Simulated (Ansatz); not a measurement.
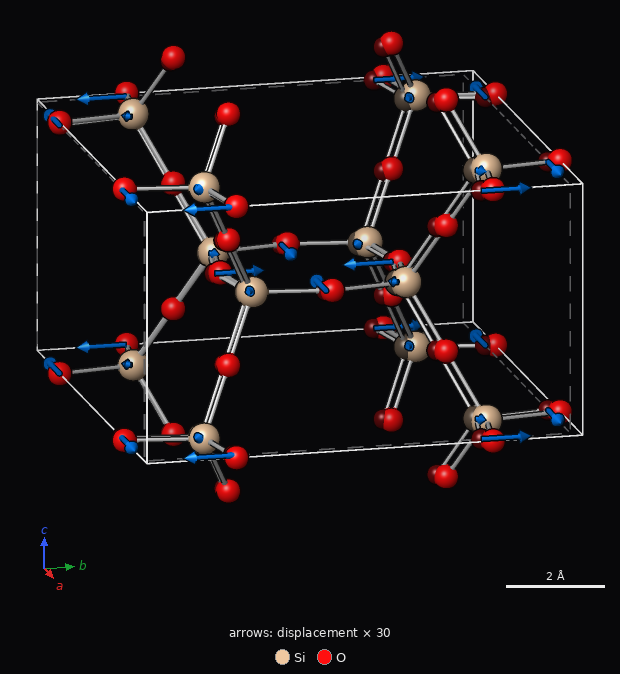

A crystal of SiO$_{2}$ (set up in I4/mmm), drawn pale, and a changed version of it, drawn solid. The blue arrows show how the atoms are displaced (without the part that the change of the cell carries along), magnified 30 times. The picture is a ball-and-stick view of the conventional cell (2 times the calculation's cell), seen slightly off an axis. Lengths and directions refer to the drawn axes.

The calculation used Ansatz 0.2.0, DFT PBE, scalar-relativistic, plane waves, PAW. Set-up: plane-wave cutoff 420 eV; k-point mesh 6 × 6 × 6; occupations gaussian; smearing width 0.02 eV; no spin polarisation.

Question: What was done to the structure, and with what result?

Answer: The volume is changed by +6.0 %. The cell's shape and the atoms are relaxed at that volume. It costs 23.5 meV per atom. The pressure goes from 0.0 to −6.7 GPa. The gap on the k-mesh: 5.36 eV before, 5.07 eV after. The volume changes by +6.0 %, with a = b 9.011 → 9.219 Å (+2.3 %), c 5.273 → 5.339 Å (+1.2 %). The largest moves relative to the cell, 0.037 Å, are those of O atoms. By element the largest moves are O 0.037 Å, Si 0.009 Å. Among the bonded contacts that change: O–Si 1.617 → 1.645 Å. The space group stays I4/mmm (No. 139).
